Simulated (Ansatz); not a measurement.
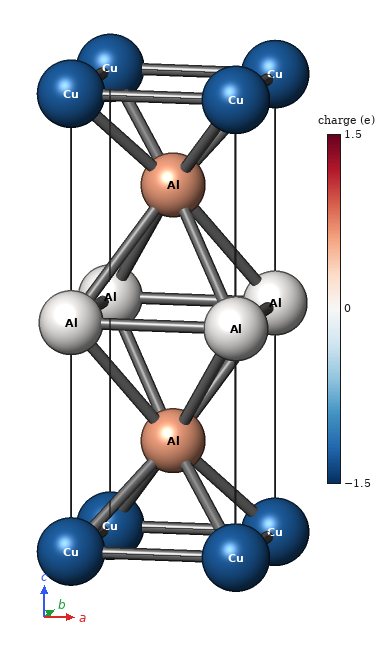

The crystal in a ball-and-stick representation, seen slightly off an axis. The simulation cell is outlined; an atom on or near a face, edge or corner is repeated at each equivalent position. The atoms of this Al3Cu cell are coloured by their Bader charge.

Electronic-structure method: Ansatz 0.2.0, DFT PBEsol, scalar-relativistic, plane waves, PAW. Parameters: a plane-wave cutoff of 420 eV, k-point mesh 16×16×6, Gaussian smearing of 0.1 eV, no spin polarisation.

**Who donates electrons here and who accepts them?**

Most positive: Al; most negative: Cu. Charges: about Al 0.0 to +0.6 e; Cu -1.3 e.

The model was built from a structure listed in the Materials Project. Earlier steps of the study may have refined or changed the cell and positions. It went into a calculation with Ansatz.
